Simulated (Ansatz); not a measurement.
Single-point calculation, with input and output: SiC

The run: single-point calculation of SiC (P6₃mc, 16 atoms in the cell). Method and program: DFT PBE, scalar-relativistic, plane waves, PAW, no spin polarisation (Ansatz 0.2.0).

The structure derives from a Materials Project entry. It belongs to a series of runs on one base structure; here: the perfect crystal in a cell of 16 atoms.

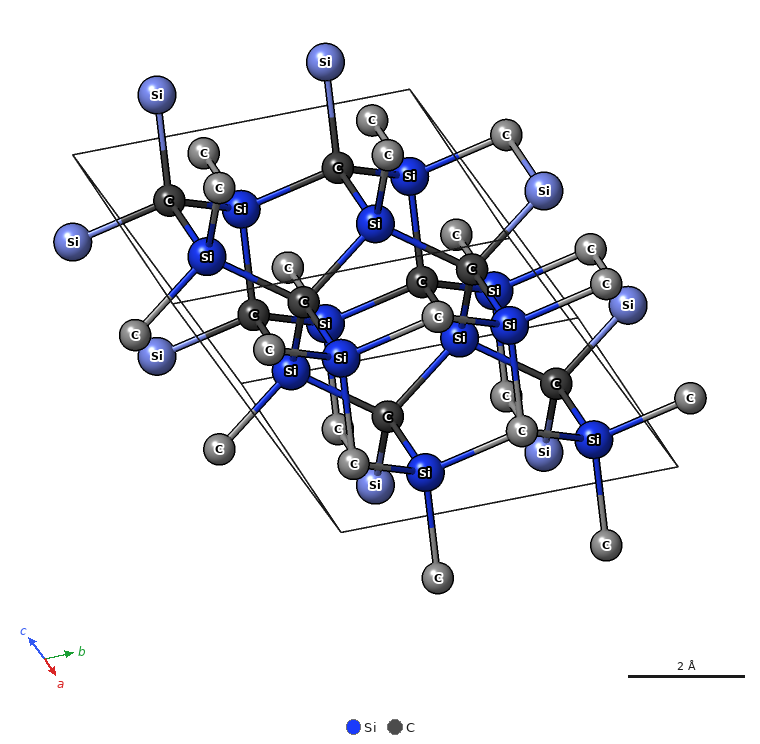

**Figure 1.** The structure as given in the input (ball-and-stick view of the cell of the calculation, seen at an oblique angle; neighbours outside the cell are drawn fainter). Near neighbours in the crystal (not all of them lie inside the picture): Si has 4 C at 1.89 to 1.91 Å; C has 4 Si at 1.89 to 1.91 Å.

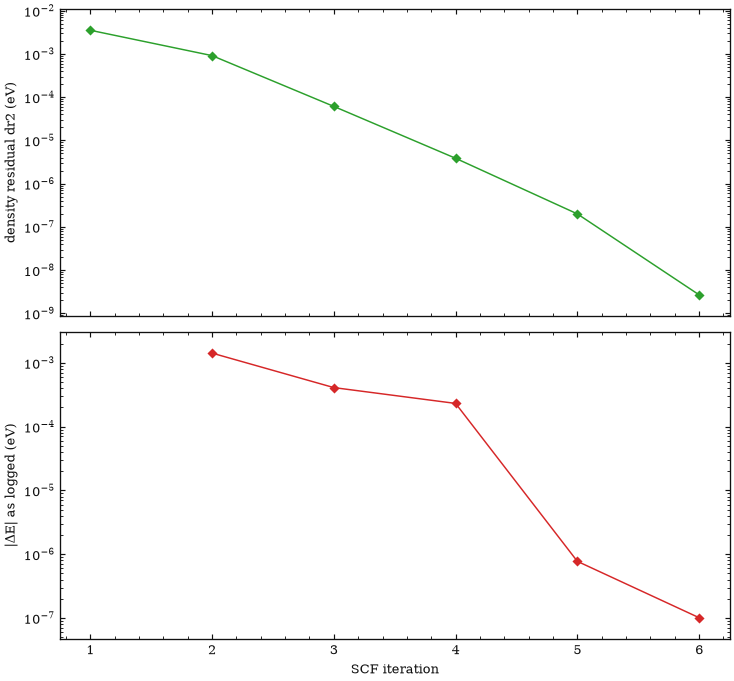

**Figure 2.** Convergence of the self-consistent field: density residual dr2 and size of the energy change against the SCF iteration. The residual falls at every step.

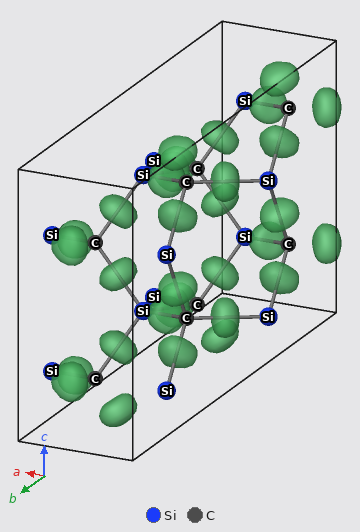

**Figure 3.** Isosurface of the ELF at 0.85 (green), seen at an oblique angle. Core shells and regions of very low density are left out. Sticks mark near contacts. The outline is the calculation cell. Along the contacts the grid gives the following. Si–C (1.89 Å): the ELF peaks at about 0.95 between the atoms (a covalent bond). The fields are those of the smooth PAW valence density.

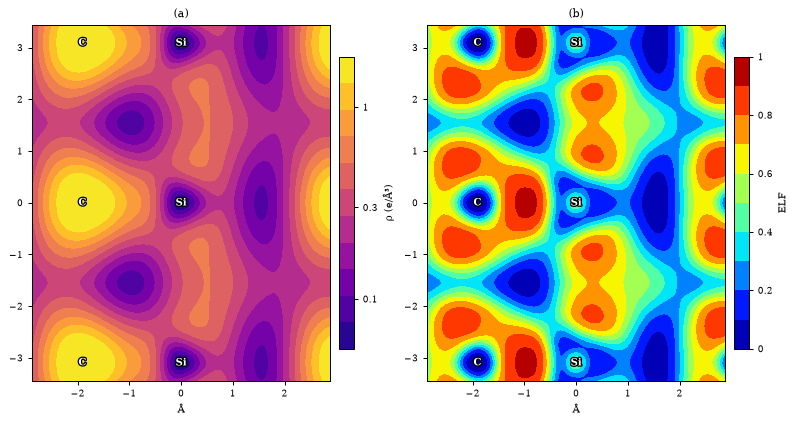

**Figure 4.** (a) valence charge density (pseudo); (b) ELF on the (010) plane of the calculation cell. Atoms in the plane: Si and C. Si–C (1.91 Å): ρ is about 0.85 e/Å³ halfway; the ELF peaks at about 0.95 between the atoms (a shared electron pair). Away from the nuclei the density in this plane falls to 0.09 e/Å³ at its lowest.

The input and output of the run follow.

The input:
```yaml
crystal:
  lattice:
    - [0.0, 0.0, -5.0742922873]
    - [3.0919365181, -5.3553911431, 0.0]
    - [-6.1838730361, 0.0, 0.0]
  atoms:
    - { symbol: Si, position: [0.5004182929, 0.1666666667, 0.3333333333] }
    - { symbol: Si, position: [0.5004182929, 0.6666666667, 0.3333333333] }
    - { symbol: Si, position: [0.5004182929, 0.1666666667, 0.8333333333] }
    - { symbol: Si, position: [0.5004182929, 0.6666666667, 0.8333333333] }
    - { symbol: Si, position: [0.0004182929, 0.3333333333, 0.1666666667] }
    - { symbol: Si, position: [0.0004182929, 0.8333333333, 0.1666666667] }
    - { symbol: Si, position: [0.0004182929, 0.3333333333, 0.6666666667] }
    - { symbol: Si, position: [0.0004182929, 0.8333333333, 0.6666666667] }
    - { symbol: C, position: [0.1245817071, 0.1666666667, 0.3333333333] }
    - { symbol: C, position: [0.1245817071, 0.6666666667, 0.3333333333] }
    - { symbol: C, position: [0.1245817071, 0.1666666667, 0.8333333333] }
    - { symbol: C, position: [0.1245817071, 0.6666666667, 0.8333333333] }
    - { symbol: C, position: [0.6245817071, 0.3333333333, 0.1666666667] }
    - { symbol: C, position: [0.6245817071, 0.8333333333, 0.1666666667] }
    - { symbol: C, position: [0.6245817071, 0.3333333333, 0.6666666667] }
    - { symbol: C, position: [0.6245817071, 0.8333333333, 0.6666666667] }
basis:
  ecutwfc: 420
  xc_grid: 2
kpoints:
  mp_grid: { grid: [2, 2, 2], shift: [0.0, 0.0, 0.0] }
hamiltonian:
  xc: pbe
scf:
  occupations: { method: gaussian, width: 0.01 }
output:
  forces: true
  stress: true
  eigenvalues: true
  write_density: true
  write_potential: true
  elf: true
  volumetric_format: npy
```

Launch command:
```bash
ansatz run input.yaml --threads 4 --pin off --max-ram 8192MiB --backend cpu --events-out ev --progress --plain --runs-dir out
```

The program's output:
```
Engine: ansatz 0.2.0, x86_64-unknown-linux-gnu
Pseudopotentials: kind: paw
Pseudopotential: Si, paw, valence charge 4, recommended cutoff 420 eV (normal), Si.paw.azcp
Pseudopotential: C, paw, valence charge 4, recommended cutoff 420 eV (normal), C.paw.azcp
Functional definition: PBE
  parameter kappa = 0.804
  parameter beta = 0.06672455060314922
  exchange = pbe_x(kappa = kappa, mu = beta*pi^2/3)
  correlation = pbe_c(beta = beta)
Crystal: 16 atoms, lattice volume = 168.046 Å³
Basis set: ecut = 420 eV, 3299 PW (Γ), exchange–correlation on 72×90×90 points (8 copies of the dense FFT grid, shifted against one another)
Bands: 48, of which v1, the nominal top of the filled ones, is band 32 counted from 1 (31 counted from 0)
Symmetry: 48 space group operations
Space group: P63mc (ITA 186), of the structure as read, at distance tolerance 5.5e-5 Å
k-points: 4 of 8
Non-local potential: Si, projectors of the file, l = 0: 2, l = 1: 2, l = 2: 2
Non-local potential: C, projectors of the file, l = 0: 2, l = 1: 2, l = 2: 1
PAW form: soft (Blöchl's): semilocal exchange-correlation on the pseudo side does not see the compensation charge
PAW one-centre angular grid: Si, 110 points (default); XC on 64 Gauss nodes
PAW one-centre angular grid: C, 110 points (default); XC on 64 Gauss nodes
Initial density: superposition of atomic densities (neutral atoms: chi_scale 0, normalization atom), corrected by the library's trained network
Initial wavefunctions: pseudopotential atomic-orbital guess
Functional: x = pbe(κ = 0.804, μ = 0.2195149727645171), c = pbe(β = 0.06672455060314922)
SCF iter   1: F=—  HF=-7096.740157 eV  |F-HF|=—  |Δ(HF+E_count)|=         —  Δρ=2.25e-3  dr2=3.54e-3  ethr=1.77e-3  ⟨swp⟩=6.8  Hψ=906  notcnv=0  defer=3
preconditioner: auto → Resta (q_TF=auto, 2.323 Å⁻¹)  ε∞=4.8  [insulator: Δε(μ)=2.727 eV  Ē_g=11.779 eV  σ=0.010 eV  W_gap=1.00  n_scr=26 (ndim 8)  ℏωp=22.9 eV  f_vac=0.000  D(μ)=0.00/eV (n_scr^D=0)  ε∞_Penn≈4.8]
SCF iter   2: F=—  HF=-7096.741575 eV  |F-HF|=—  |Δ(HF+E_count)|=   1.42e-3  Δρ=1.20e-3  dr2=9.17e-4  ethr=5.54e-6  ⟨swp⟩=2.5  Hψ=381  notcnv=0  defer=39
SCF iter   3: F=—  HF=-7096.741984 eV  |F-HF|=—  |Δ(HF+E_count)|=   4.09e-4  Δρ=2.14e-4  dr2=6.13e-5  ethr=1.43e-6  ⟨swp⟩=3.0  Hψ=306  notcnv=0  defer=39
SCF iter   4: F=—  HF=-7096.742214 eV  |F-HF|=—  |Δ(HF+E_count)|=   2.31e-4  Δρ=5.54e-5  dr2=3.87e-6  ethr=9.58e-8  ⟨swp⟩=2.5  Hψ=287  notcnv=0  defer=39
SCF iter   5: F=—  HF=-7096.742215 eV  |F-HF|=—  |Δ(HF+E_count)|=   7.73e-7  Δρ=1.24e-5  dr2=2.00e-7  ethr=6.04e-9  ⟨swp⟩=2.5  Hψ=288  notcnv=0  defer=39
SCF iter   6: F=-7096.742215 eV  HF=-7096.742215 eV  |F-HF|=3.12e-9  |Δ(HF+E_count)|=   1.01e-7  Δρ=1.61e-6  dr2=2.68e-9  ethr=1.56e-10  ⟨swp⟩=13.8  Hψ=1262  notcnv=0
SCF 1 converged in 6 iterations: F = -7096.742215 eV  dr2 = 2.68e-9
  greatest PAW one-centre occupation: 0.641 electrons in one spin orbital (limit 2), on the C atom at site 15 (counted from 0), in its partial waves of l = 0
SCF converged after 6 iterations
Free energy (F): -7096.742215 eV
Harris-Foulkes:  -7096.742215 eV  (|F-HF|=3.12e-9)
Internal energy: -7096.742215 eV  (E = F + TS)
E sigma→0 (E₀):  -7096.742215 eV
Fermi energy:    10.831970 eV
--- Per-component energies (eV) ---
  E_band       = 222.138103
  E_kinetic    = 1082.225969
  E_local      = -852.072585  (includes V_loc(G=0)·N_el)
  E_nonlocal   = 412.581127
  E_hartree    = 262.778480
  E_xc         = -842.266669
  E_vxc        = -872.701137  (∫ρ·V_xc dr)
  E_paw        = -4896.401101  (= ΣΔE_a)
  E_vpaw       = -73.452072  (= ΣTr[D̂ρ^β])
  E_aug_tail   = 0.000100  (compensation charges beyond the density's cutoff)
  E_ewald      = -2263.587537
  E_smearing   = -0.000000  (= −TS)
  E_closure    = -0.000000  (closes the sum)
  Σ components = -7096.742215   (vs F -7096.742215, Δ=0.00e0)
--- Forces (eV/Å), atoms counted from 1 ---
  atom   1  Si    -0.00000000     0.00000000    -0.06935169
  atom   2  Si    -0.00000000    -0.00000000    -0.06935169
  atom   3  Si    -0.00000000    -0.00000000    -0.06935169
  atom   4  Si    -0.00000000     0.00000000    -0.06935169
  atom   5  Si     0.00000000    -0.00000000    -0.06935169
  atom   6  Si     0.00000000     0.00000000    -0.06935169
  atom   7  Si     0.00000000    -0.00000000    -0.06935169
  atom   8  Si     0.00000000    -0.00000000    -0.06935169
  atom   9  C     -0.00000000     0.00000000     0.06936033
  atom  10  C     -0.00000000    -0.00000000     0.06936033
  atom  11  C     -0.00000000    -0.00000000     0.06936033
  atom  12  C     -0.00000000    -0.00000000     0.06936033
  atom  13  C      0.00000000     0.00000000     0.06936033
  atom  14  C      0.00000000     0.00000000     0.06936033
  atom  15  C      0.00000000     0.00000000     0.06936033
  atom  16  C      0.00000000    -0.00000000     0.06936033
  max |Σ_I F_I| component: 6.91e-5 eV/Å
--- Stress (GPa, compression-positive) ---
        0.400551      -0.000000       0.000000
        0.000000       0.400551      -0.000000
        0.000000      -0.000000      -0.030910
  P = ⅓ Tr σ = 0.2567 GPa (2.567 kbar)
--- Band table (eV) ---
  k-point 0: bands = ["-5.9929", "-2.7171", "-2.7171", "-2.7171", "-2.4776", "-1.2570", "-1.2570", "-1.2570", "0.8395", "1.7269", "1.7269", "1.7269", "3.2002", "3.2002", "3.2002", "4.0764", "4.0764", "4.0764", "6.1685", "6.1685", "6.1685", "6.2126", "6.2126", "6.2126", "8.1540", "8.1540", "8.2729", "8.2729", "8.2729", "9.3548", "9.4670", "9.4670", "12.1970", "12.1970", "12.1970", "13.6610", "13.6610", "13.6610", "14.1172", "15.4885", "16.0173", "16.0173", "16.2069", "16.2069", "16.2069", "16.5117", "16.5117", "16.5117"]
  k-point 1: bands = ["-4.9412", "-4.9412", "-3.0380", "-3.0380", "-1.6243", "-1.6243", "-0.8093", "-0.8093", "1.7433", "1.7433", "2.3036", "2.3036", "3.5085", "3.5085", "4.1055", "4.1055", "4.3901", "4.3901", "4.7374", "4.7374", "6.5046", "6.5046", "6.5582", "6.5582", "6.8165", "6.8165", "6.9594", "6.9594", "8.4512", "8.4512", "8.8607", "8.8607", "12.6109", "12.6109", "13.4431", "13.4431", "15.2543", "15.2543", "16.2428", "16.2428", "16.5292", "16.5292", "17.0025", "17.0025", "17.1389", "17.1389", "17.4183", "17.4183"]
  k-point 2: bands = ["-4.8119", "-4.8119", "-1.8604", "-1.8604", "-1.8604", "-1.8604", "-1.8604", "-1.8604", "1.2586", "1.2586", "1.2586", "1.2586", "1.2586", "1.2586", "5.0466", "5.0466", "7.0360", "7.0360", "7.0360", "7.0360", "7.0360", "7.0360", "7.1457", "7.1457", "7.1457", "7.1457", "7.1457", "7.1457", "8.7560", "8.7560", "8.7560", "8.7560", "12.6984", "12.6984", "12.6984", "12.6984", "12.6984", "12.6984", "14.6362", "14.6362", "14.6362", "14.6362", "14.6362", "14.6362", "15.2053", "15.2053", "16.7081", "16.7081"]
  k-point 3: bands = ["-3.7972", "-3.7972", "-3.7972", "-3.7972", "-2.0658", "-2.0658", "-2.0658", "-2.0658", "2.3574", "2.3574", "2.3574", "2.3574", "4.4243", "4.4243", "4.4243", "4.4243", "4.8934", "4.8934", "4.8934", "4.8934", "6.5354", "6.5354", "6.5354", "6.5354", "7.4243", "7.4243", "7.4243", "7.4243", "7.7621", "7.7621", "7.7621", "7.7621", "13.8901", "13.8901", "13.8901", "13.8901", "14.2252", "14.2252", "14.2252", "14.2252", "16.2661", "16.2661", "16.2661", "16.2661", "16.7081", "16.7081", "16.7081", "16.7081"]
```

Key numbers:

```csv
quantity,value
outcome,converged
space group (tolerance 0.01 Å),P6₃mc (186)
electrons treated,64
free energy,−7096.7422 eV
Fermi energy,10.832 eV
gap on the k-point mesh,2.73 eV
pressure,0.26 GPa
largest force (length of the vector),0.069 eV/Å
hardware,"4 threads of Intel Xeon Gold (Sapphire Rapids), 64 GiB of memory available, shared host"
wall time,0.57 s (CPU time 1.4 s)
peak memory,0.49 GiB
```
